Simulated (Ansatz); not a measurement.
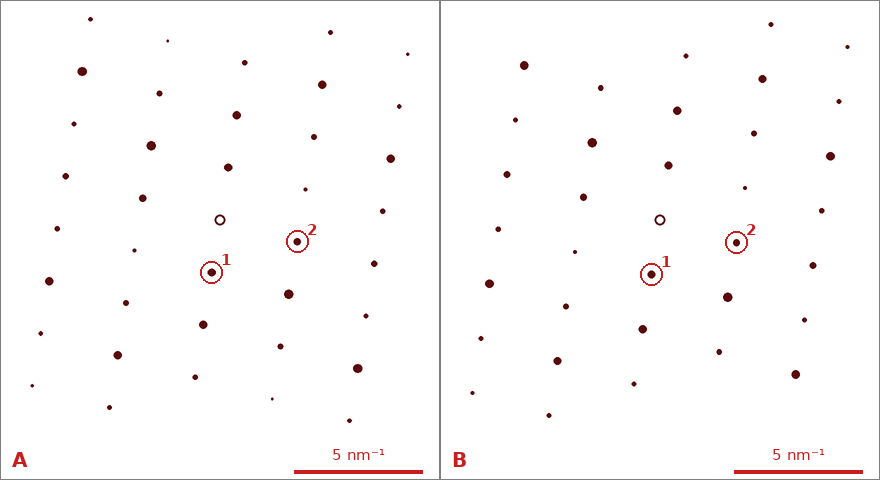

Kinematic electron diffraction patterns (200 kV, B = 0.5 Å², same scale) along [101] of the run's own cell, for the start and the end of one relaxation of Sn3O4 with DFT PBE, scalar-relativistic, plane waves, PAW (Ansatz 0.2.0). k mesh 12×12×8. The start is a generated model structure, and the relaxation ends in the nearest stationary point of its symmetry, not necessarily the ground state. Spot 1 is -1 -1 1 and spot 2 is 0 -1 0 in both.

Start structure:

```
CELL_PARAMETERS angstrom
7.25703 -1.63607 0.00000
7.25703 1.63607 0.00000
-0.29968 0.00000 5.71950
ATOMIC_POSITIONS crystal
Sn 0.75031 0.75031 0.25409
Sn 0.24969 0.24969 0.74591
Sn 0.00000 0.00000 0.00000
O 0.17724 0.17724 0.07133
O 0.82276 0.82276 0.92867
O 0.68005 0.68005 0.57556
O 0.31995 0.31995 0.42444
```

Which pattern belongs to the start structure, and which to the relaxed one?

Answer. B is the start: its cell gives d(1) = 4.609 Å, d(2) = 3.192 Å and an angle of 82.5°. A is the relaxed structure, with d(1) = 4.806 Å (+4.3 %), d(2) = 3.177 Å (-0.5 %) and 83.2°.

Summarise the relaxation behind the change.

Answer. The volume changed by +0.5 % to 19.50 Å³ an atom; with the mean shift removed, the atoms moved by up to 0.09 Å relative to the cell (O most); the space group stayed C2/m (No. 12); the free energy fell by 2.1 meV an atom. Relaxed cell: a = 7.557 Å, b = 7.557 Å, c = 5.733 Å, α = 97.41°, β = 97.41°, γ = 24.87°.
